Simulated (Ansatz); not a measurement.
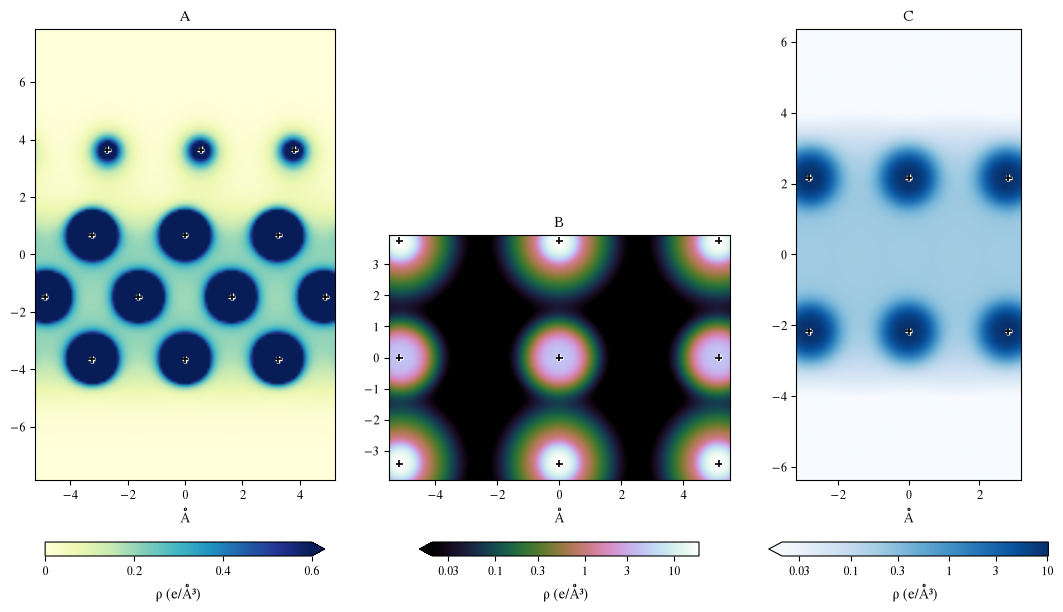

The valence charge density (pseudo) of 3 systems, each on a plane through atoms (crosses mark nuclei in the plane).

Method: Ansatz, DFT PBE, scalar-relativistic, plane waves, PAW.

System 1: Ti3H (slab), the (11̄0) plane of the calculation cell, a cut from vacuum to vacuum. Not relaxed (largest force 1.2 eV/Å); computed without spin polarisation.

```
Ti H
1.0
     2.81935    0.00000    0.00000
    -0.93978    2.65811    0.00000
     0.00000    0.00000   21.32597
Ti H
3 1
Direct
  0.50000 0.50000 0.18756
  0.00000 0.00000 0.28927
  0.50000 0.50000 0.39041
  0.66667 0.66667 0.52968
```

System 2: Ti (slab), the (010) plane of the calculation cell, a cut from vacuum to vacuum. Computed without spin polarisation.

```yaml
crystal:
  lattice:
    - [2.81935, 0.00000, 0.00000]
    - [-0.93978, 2.65811, 0.00000]
    - [0.00000, 0.00000, 21.32597]
  atoms:
    - { symbol: Ti, position: [0.50000, 0.50000, 0.18756] }
    - { symbol: Ti, position: [0.00000, 0.00000, 0.28927] }
    - { symbol: Ti, position: [0.50000, 0.50000, 0.39041] }
```

System 3: KI, the (010) plane of the conventional cell. Space group I4mm; changed on purpose from its base cell (mode 6 frozen in at -0.128 Å, equal normal strain along x and y +0.0133).

```xyz
4
Lattice="3.6350 -3.6350 0.0000 3.6350 3.6350 0.0000 0.0000 0.0000 7.1747" Properties=species:S:1:pos:R:3 pbc="T T T"
K     3.6350    0.0000    3.4598
K     0.0000    0.0000    7.0471
I     3.6350    0.0000    0.0393
I     0.0000    0.0000    3.6266
```

Which map belongs to which system?

Panel A is system 1, Ti3H: the plane holds Ti and H. Ti–Ti (2.70 Å): ρ is about 0.23 e/Å³ halfway. Panel B is system 3, KI: the plane holds K and I. K–I (3.42 Å): ρ is about 0.1 e/Å³ halfway, with its minimum of 0.08 e/Å³ about 1.5 Å from K. Panel C is system 2, Ti: the plane holds Ti. Ti–Ti (2.82 Å): ρ at the midpoint is about 0.2 e/Å³.
